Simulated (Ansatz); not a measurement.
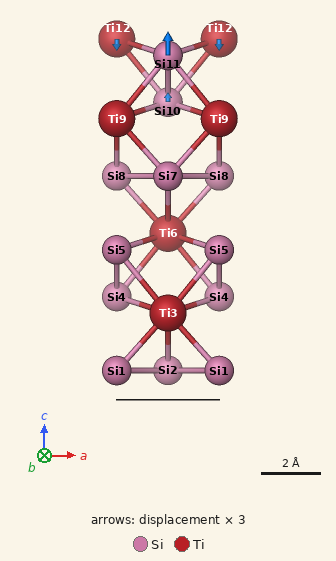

A constrained relaxation of a slab of composition TiSi2 (cut from the Cmcm phase). The starting structure is drawn; blue arrows show the displacements, 3 times their true length.

Style: ball-and-stick. Shown: the cell of the calculation, outlined in the plane, without the vacuum, along the b axis.

Case: clean slab, lower half held. The slab is the (0 1 0) face of TiSi2. 6 atoms are held fixed.

Level of theory: Ansatz 0.2.0, DFT PBEsol, scalar-relativistic, plane waves, PAW.

Input file:
```yaml
crystal:
  lattice:
    - [3.5170495999, 0.0, 0.0]
    - [0.0, 3.5556151813, 0.0]
    - [0.0, 0.0, 28.3828910987]
  atoms:
    - { symbol: Si, position: [0.0, 0.25, 0.2994761869] }
    - { symbol: Si, position: [0.5, 0.75, 0.2997397358] }
    - { symbol: Ti, position: [0.5, 0.25, 0.3689841543] }
    - { symbol: Si, position: [0.0, 0.75, 0.3889698838] }
    - { symbol: Si, position: [0.0, 0.25, 0.4453920613] }
    - { symbol: Ti, position: [0.5, 0.75, 0.4653777908] }
    - { symbol: Si, position: [0.5, 0.25, 0.5346222092] }
    - { symbol: Si, position: [0.0, 0.75, 0.5348857581] }
    - { symbol: Ti, position: [0.0, 0.25, 0.6041301766] }
    - { symbol: Si, position: [0.5, 0.75, 0.6241159061] }
    - { symbol: Si, position: [0.5, 0.25, 0.6805380836] }
    - { symbol: Ti, position: [0.0, 0.75, 0.7005238131] }
basis:
  ecutwfc: 420
kpoints:
  mp_grid: { grid: [8, 8, 1] }
hamiltonian:
  xc: pbesol
scf:
  occupations: { method: gaussian, width: 0.1 }
output:
  forces: true
  eigenvalues: true
  write_density: true
  write_potential: true
  elf: true
  volumetric_format: npy
relax:
  adjacent_minimum: "off"
  f_tol: 0.03
  max_steps: 70
  constraints: [{ sites: [0, 1, 2, 3, 4, 5] }]
efield:
  axis: 3
  dipole_correction: true
  ramp_width: 0.04
```

Launched with:
```bash
ansatz run input.yaml --threads 1 --pin off --max-ram 2560MiB --backend cpu --events-out ev --progress --plain --runs-dir out
```

Q: What did the optimiser do to the structure, and how much energy did it gain?

A: The largest move is that of Si11, 0.28 Å along the normal (+c). Largest moves by element: Si 0.28 Å, Ti 0.14 Å. The lattice vectors keep their values. Some distances before and after: Ti9–Si11 2.792 → 3.008 Å, Si10–Ti12 2.792 → 2.599 Å, Ti9–Ti12 3.263 → 3.140 Å, Si10–Si11 2.393 → 2.506 Å. Bond angles that change, for instance: Si11–Ti12–Si11 154.4° → 173.2°, Si10–Ti12–Si11 105.1° → 115.6°, Si10–Ti12–Si10 78.1° → 85.2°. The energy falls by 0.211 eV per cell of the calculation in 4 geometry steps. The largest force component goes from 1.2 to 0.017 eV/Å. Cost: 3.4 min on 1 thread of Intel(R) Xeon(R) Platinum 8488C (Sapphire Rapids), on a shared host, peak memory 0.73 GiB.
